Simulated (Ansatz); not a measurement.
**CuH₂: density, localisation and related maps**

```
CELL_PARAMETERS angstrom
4.78383 0.00000 0.00000
0.00000 4.78758 0.00000
0.00000 0.00000 2.39354
ATOMIC_POSITIONS crystal
Cu 0.00000 0.00000 0.00000
Cu 0.50000 0.50000 0.50000
H 0.66527 0.66491 0.00000
H 0.83473 0.16491 0.50000
H 0.16527 0.83509 0.50000
H 0.33473 0.33509 0.00000
```

Space group P4₂/mnm; a structure generated by program, which may or may not match a known phase; computed without spin polarisation.

All numbers below come from Ansatz, DFT PBE, scalar-relativistic, plane waves, PAW.

Core electrons are frozen (PAW), and the valence fields are smoothed inside the atomic spheres.

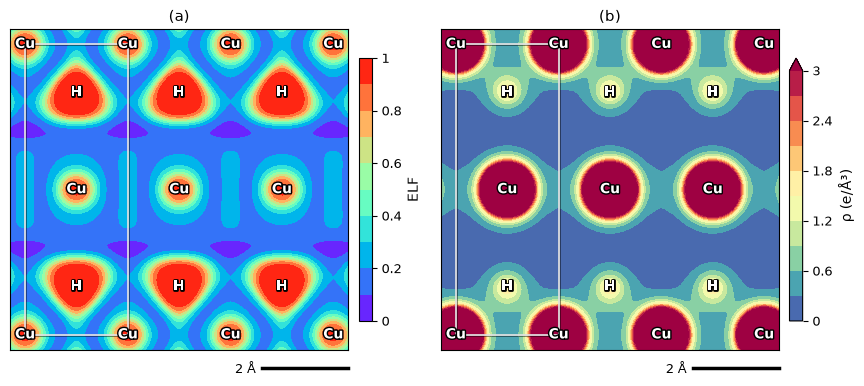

Figure 1. (a) electron localisation function; (b) valence pseudo-density on the (110) plane of the conventional cell.

Question: What do the fields say about this system?

Answer: The section cuts through Cu and H sites. Cu–H (1.64 Å): ρ is about 0.98 e/Å³ halfway; the ELF climbs to about 1 towards the hydrogen. Cu–Cu (2.39 Å): ρ at the midpoint is about 0.37 e/Å³; the ELF is about 0.25 at the midpoint; no localised pair shows between them. Between the atoms the lowest density in this plane is 0.07 e/Å³. The features right at Cu lie inside the PAW spheres, where the map follows smoothed inner orbitals and isn't to be read closely.

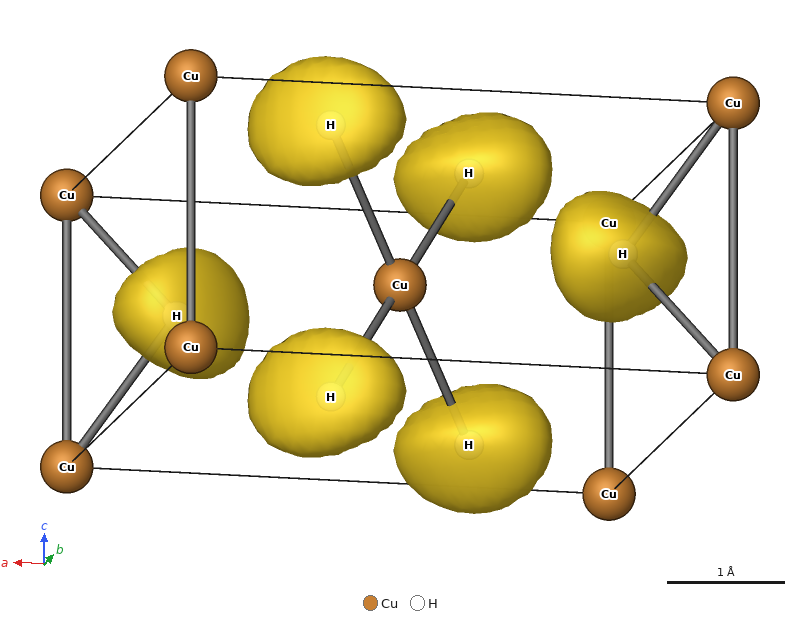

Figure 2. Isosurface of the ELF at 0.85 (yellow), seen at an oblique angle. Core shells and regions of very low density are left out. Sticks mark near contacts.

Question: Describe the localisation domains.

Answer: The ELF exceeds this value in four regions around hydrogen nuclei, counted in one cell of 6 atoms. Regions shared between cells count once.

Question: Does the calculation make it a metal, or give it a gap?

Answer: It is gapless in this calculation (a metal or semimetal).
